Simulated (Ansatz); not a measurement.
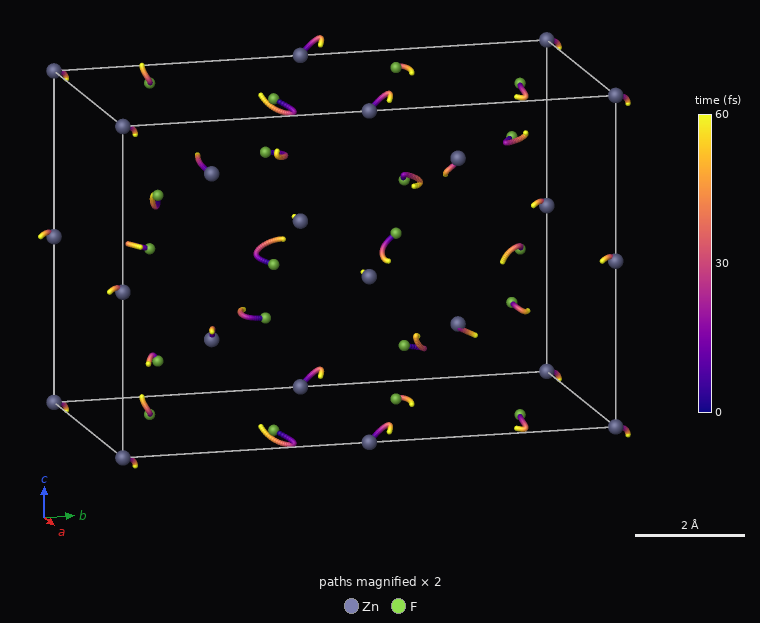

Molecular dynamics of a 24-atom cell of ZnF2 (built on the measured structure type), 60 fs long. Dots mark each atom's position at evenly spaced times, coloured by time; spheres stand at the starting positions. The excursions are magnified 2 times. Seen slightly off an axis in the simulation cell.

Method: DFT, r2SCAN, plane waves, PAW in Ansatz 0.2.0. Set-up: plane-wave cutoff 500 eV; k-point mesh 4 × 2 × 2; Fermi-Dirac smearing 0.086 eV; constant energy (NVE); velocities drawn for 1000 K; time step 2 fs.

### Describe the motion.

Root-mean-square distances from the starting positions over the second half, with the common drift of all atoms taken out: Zn 0.21 Å, F 0.18 Å. The run lasts only 60 fs, too short to tell vibration from diffusion. The mean temperature in the second half is 419 K (standard deviation 77 K). The first frame carries almost no forces, so kinetic energy first flows into potential energy: the temperature drops from 1000 to 385 K within 20 fs, and without a thermostat its mean stays below the start. The potential energy is still drifting at the end, so the run hasn't reached equilibrium. The potential energy in the second half lies on average 72.2 meV per atom above the first frame. The total energy stays between 0 and 0.42 meV per atom of its start. A straight-line fit has a slope that amounts to +0.11 meV per atom over 60 fs (0.2 % of the mean kinetic energy), and the ripple about it is 0.4 % of the kinetic energy's fluctuation. With a drift under 2 % and a ripple under 7 %, the integration is accurate.

Cost: 3.1 min on 4 threads of Intel(R) Xeon(R) Gold 6455B (Sapphire Rapids), on a shared host, peak memory 1.8 GiB.
